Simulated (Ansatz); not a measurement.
MgO$_{2}$

Input file:

```
crystal:
  lattice:
    - [1.5830723976, 0.9139872749, 3.4467571555]
    - [-1.5830723976, 0.9139872749, 3.4467571555]
    - [0.0, -1.8279745499, 3.4467571555]
  atoms:
    - { symbol: Mg, position: [0.0, 0.0, 0.0] }
    - { symbol: O, position: [0.571214, 0.571214, 0.571214] }
    - { symbol: O, position: [0.428786, 0.428786, 0.428786] }
hamiltonian:
  xc: lda
  pseudopotentials: { kind: paw }
kpoints:
  mp_grid: { grid: [10, 10, 10] }
scf:
  occupations: { method: fermi_dirac, width: 0.05 }
output:
  forces: true
  stress: true
  eigenvalues: true
  write_density: true
  write_potential: true
  elf: true
  volumetric_format: npy
```

Launched as:

```sh
ansatz run input.yaml --threads 2 --pin off --max-ram 5632MiB --backend cpu --events-out ev --progress --plain --runs-dir out
```

Below, planes, directions and counts refer to the conventional cell (a = 3.17 Å, b = 3.17 Å, c = 10.34 Å, α = 90.00°, β = 90.00°, γ = 120.00°).

Space group R-3m; a structure from a database of computed crystals, not necessarily the ambient phase; computed pressure about −5 GPa in this cell.

Computed with Kohn-Sham DFT of a periodic cell, LDA, Ansatz PAW in Ansatz.

### Predict the valence pseudo-density and electron localisation function between the atoms.

O–O (1.47 Å): the density is about 1.8 e/Å³ at the midpoint; the ELF peaks at about 0.70 between the atoms.
Mg–O (2.08 Å): ρ is about 0.36 e/Å³ halfway; the ELF peaks at about 0.90 in the valence shell of O, 0.6 Å from its nucleus, and is about 0.35 at the midpoint (a closed-shell, largely ionic contact).

### Does the calculation make it a metal, or give it a gap?

It is gapped, with a Kohn–Sham gap of 2.4 eV on the k-point mesh, an upper bound to the gap of this method.

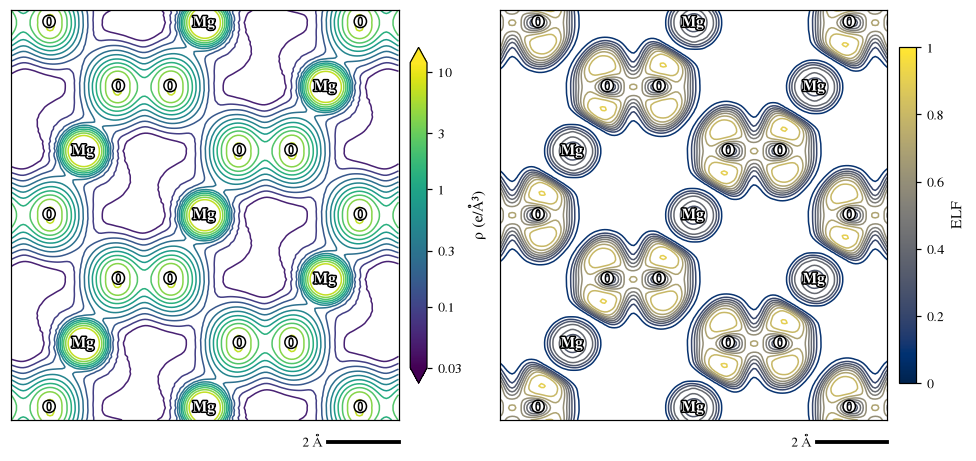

Computed valence pseudo-density and electron localisation function on the (110) plane of the conventional cell, in this order. 

The density is the valence pseudo-density of a PAW calculation; it isn't the true density close to the nuclei.
